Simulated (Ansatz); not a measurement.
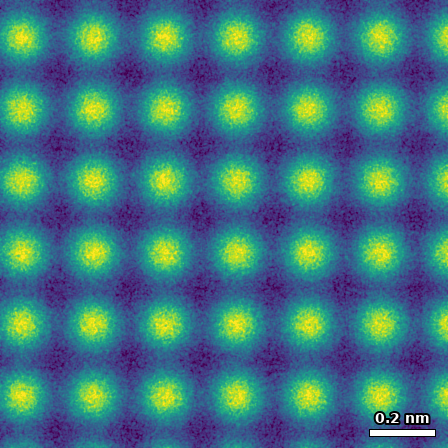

An image along [001] of one of the structures below (computed or model cells, partly hypothetical, each in its standard cell). Simulation: incoherent imaging, intensity Z^1.7 per atom, probe width 1.15 Å, thin sample. The probe carries 15 % of its weight in a tail 2.5 times as wide. The display is stretched by a gamma of 0.65; percentages refer to the linear signal. Shot noise was added.

A. W
Space group P6_3/mmc (No. 194). a = 2.745 Å, b = 2.745 Å, c = 4.981 Å, α = 90.00°, β = 90.00°, γ = 120.00°
```csv
atom,site,symmetry,x,y,z
W,2d,-6m2,0.3333,0.6667,0.7500
```

B. W
Space group Im-3m (No. 229). a = 3.168 Å, b = 3.168 Å, c = 3.168 Å, α = 90.00°, β = 90.00°, γ = 90.00°
```json
{"atom": "W", "site": "2a", "symmetry": "m-3m", "x": "0.0000", "y": "0.0000", "z": "0.0000"}
```

C. W
Space group Fm-3m (No. 225). a = 4.040 Å, b = 4.040 Å, c = 4.040 Å, α = 90.00°, β = 90.00°, γ = 90.00°
```json
{"atom": "W", "site": "4a", "symmetry": "m-3m", "x": "0.0000", "y": "0.0000", "z": "0.0000"}
```

> Which structure was imaged?

B, W. Along [001] the projected cells are A 2.75 × 2.75 Å, 120°; B 2.24 × 2.24 Å, 90°; C 2.02 × 2.02 Å, 90°. The image repeats as B does.

Structure B: the geometry given to an electronic-structure calculation, possibly off equilibrium.
